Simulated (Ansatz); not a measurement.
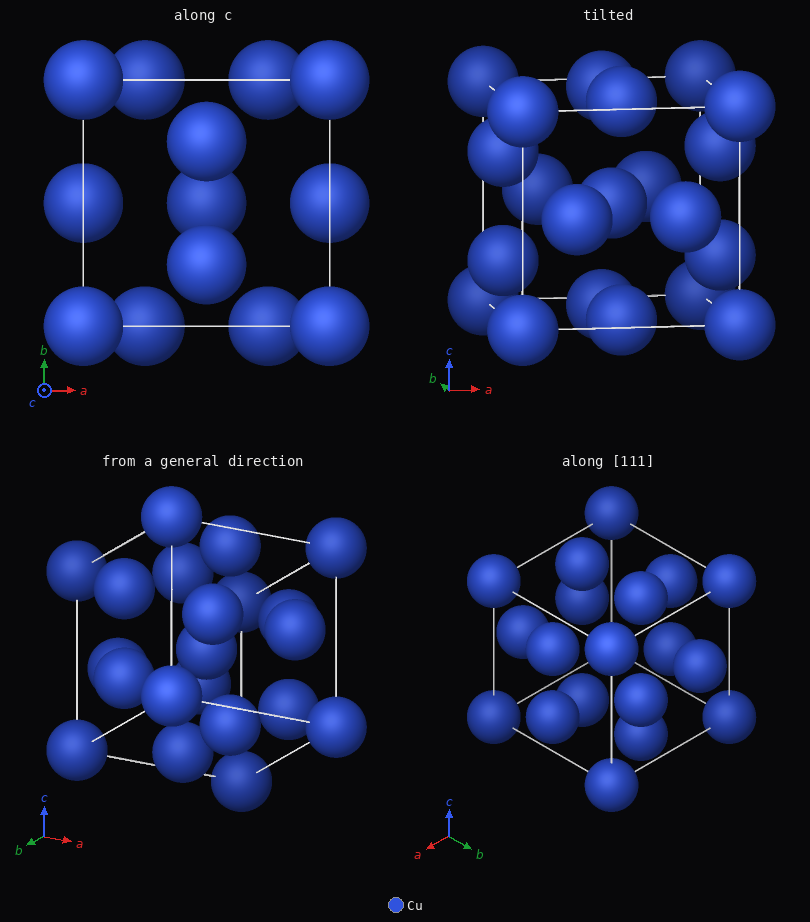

Structure drawing (spheres-only), viewed along the c axis, slightly off an axis, from a general direction and along [111]. The frame is the conventional unit cell; atoms at its boundary are shown with their periodic copies.

Cell constants: a = 4.61 Å, b = 4.61 Å, c = 4.61 Å, α = 90.00°, β = 90.00°, γ = 90.00°.

How many atoms does the box hold, once sharing is allowed for?

8 (copper), counting shared atoms by their share.

Identify the space group.

Pm-3n (No. 223), with Cu on 2a and Cu on 6c.

Identify the structure type.

Β-tungsten (A15) type.

The initial geometry was a textbook structure type filled with this element (whether it is the usual form wasn't checked). The final geometry of a relaxation with DFT PBE, scalar-relativistic, plane waves, PAW (Ansatz) is shown.
